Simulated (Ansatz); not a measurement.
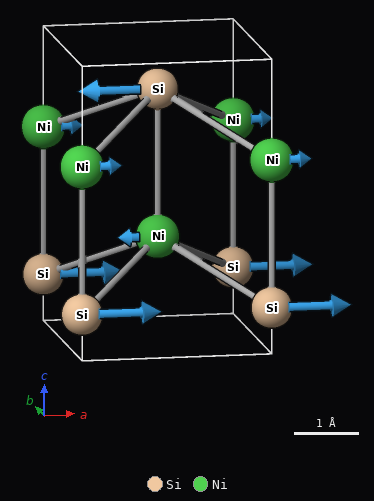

One vibrational mode of crystalline SiNi at the zone centre. Displacements are drawn as blue arrows; their common scale and sign are arbitrary. A ball-and-stick model of the cell of the calculation, seen slightly off an axis.

All numbers below come from DFT PBE, scalar-relativistic, plane waves, PAW in Ansatz. (plane-wave cutoff 420 eV; k-point mesh 16 × 14 × 10; occupations fermi dirac; smearing width 0.15 eV; no spin polarisation)

The frequencies depend somewhat on the k-mesh and the smearing.

Question: Describe the mode and give its frequency.

Answer: This is the B₂g mode at 33.2 meV, optical level 6 of 9, counted from below, Raman-active by symmetry. All motion is along a; atoms of one kind move against one another, with no net shift of any sublattice; the kinetic energy is shared as Si 78 %, Ni 22 %.

Limits of the set-up: an element that often carries a moment was run without spin polarisation.
